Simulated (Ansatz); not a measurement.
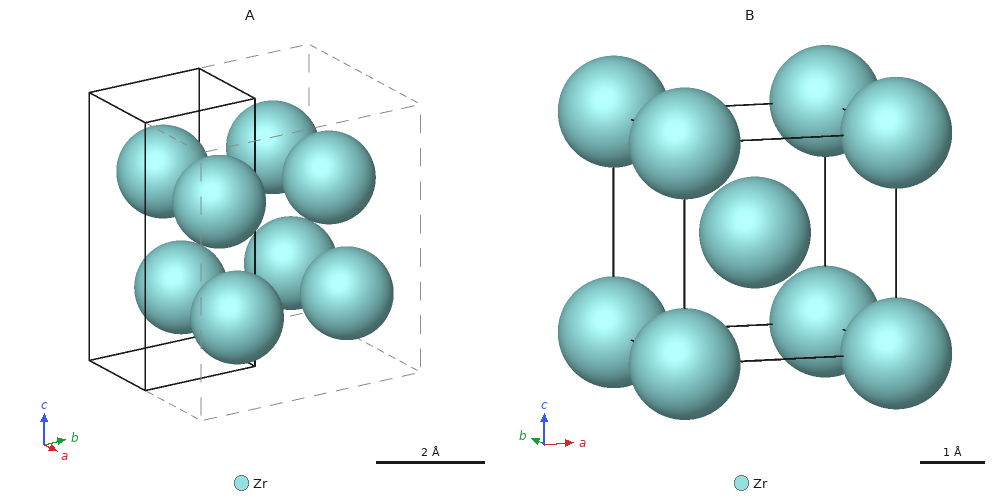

Two structures of Zr, each relaxed (cell and atoms) at zero pressure; conventional cells in solid outline, small ones repeated, each panel with its own scale. Alike in all runs: Ansatz 0.2.0; functional LDA; potentials all-electron LAPW, scalar-relativistic; occupations fermi-dirac, width 0.05 eV; no spin polarisation; no spin-orbit coupling. The k meshes have like spacings.

Question: Give the type and space group of each panel.

Answer: A: hexagonal close-packed (Mg type), P6₃/mmc; B: body-centred cubic (W type), Im-3m.

Question: Rank them by energy, lowest first.

Answer: A, then B (+61 meV/atom), static energies at zero smearing.

Question: Collect the results in a table.

Answer:
| panel | space group | E − E(lowest) (meV/atom) | volume (Å³/atom) |
| --- | --- | --- | --- |
| A | P6₃/mmc | 0 | 21.8 |
| B | Im-3m | 61 | 21.3 |

The starts are database entries or structure types tried for this composition, and the most stable form need not be among them.
